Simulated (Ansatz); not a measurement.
Given this structure:

```yaml
crystal:
  lattice:
    - [5.88884, 0.00000, 0.00000]
    - [0.00000, 5.88884, 0.00000]
    - [0.00000, 0.00000, 4.81631]
  atoms:
    - { symbol: Ta, position: [0.33846, 0.16154, 0.50000] }
    - { symbol: Ta, position: [0.83846, 0.33846, 0.50000] }
    - { symbol: Ta, position: [0.16154, 0.33846, 0.00000] }
    - { symbol: Ta, position: [0.66154, 0.16154, 0.00000] }
    - { symbol: Si, position: [0.00000, 0.00000, 0.25000] }
    - { symbol: Si, position: [0.00000, 0.00000, 0.75000] }
    - { symbol: Ta, position: [0.83846, 0.66154, 0.00000] }
    - { symbol: Ta, position: [0.33846, 0.83846, 0.00000] }
    - { symbol: Ta, position: [0.66154, 0.83846, 0.50000] }
    - { symbol: Ta, position: [0.16154, 0.66154, 0.50000] }
    - { symbol: Si, position: [0.50000, 0.50000, 0.75000] }
    - { symbol: Si, position: [0.50000, 0.50000, 0.25000] }
```

> What does this file describe?

Chemical formula Ta₂Si. The lattice is body-centred tetragonal and the space group I4/mcm (No. 140). The cell has 12 atoms, namely 8 Ta, 4 Si. Ta is coordinated by four Si and three Ta (2.52 Å to Si, 2.69 to 2.82 Å to Ta). Around each Si lie eight Ta and two Si (2.52 Å to Ta, 2.41 Å to Si). Not all metal-metal contacts are counted. The bonds build a three-dimensional framework.

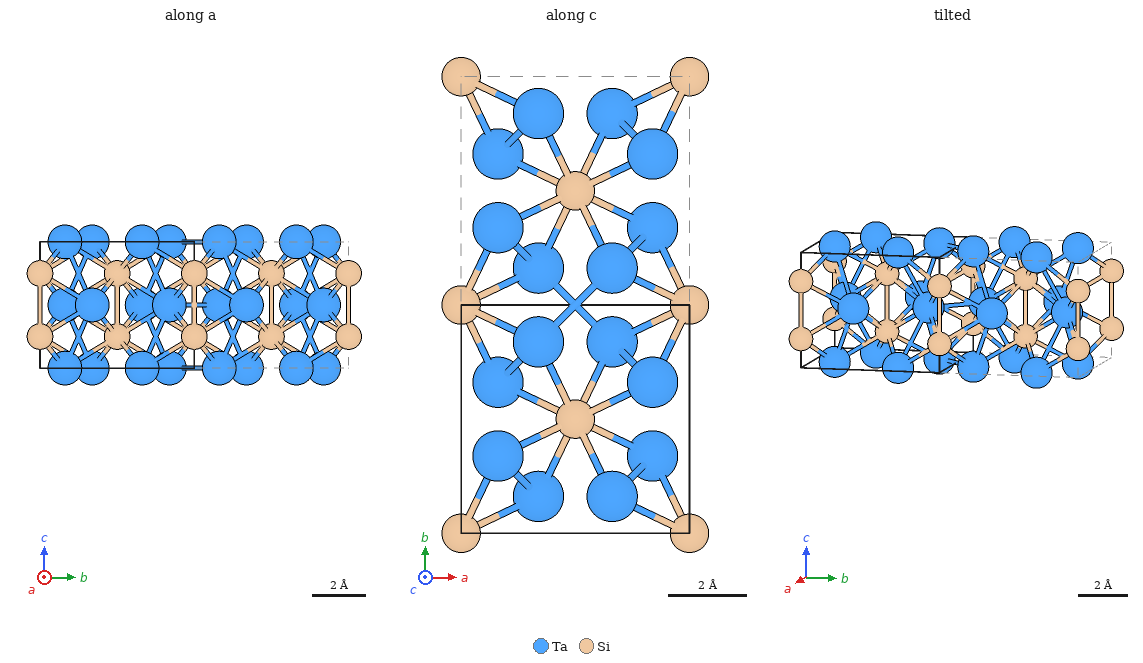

A ball-and-stick rendering, viewed along the a axis, along the c axis and slightly off an axis. The solid frame is a single conventional unit cell within a 1×2×1 block. Colours: tantalum blue, silicon light orange.

The structure was taken from a structure listed in the Materials Project. It was relaxed at fixed volume with Ansatz 0.2.0, DFT PBEsol, scalar-relativistic, plane waves, PAW.

At this level of theory the cell isn't at rest (compressed, at 37 GPa), so its distances can differ from those at equilibrium, the more so the softer the solid.
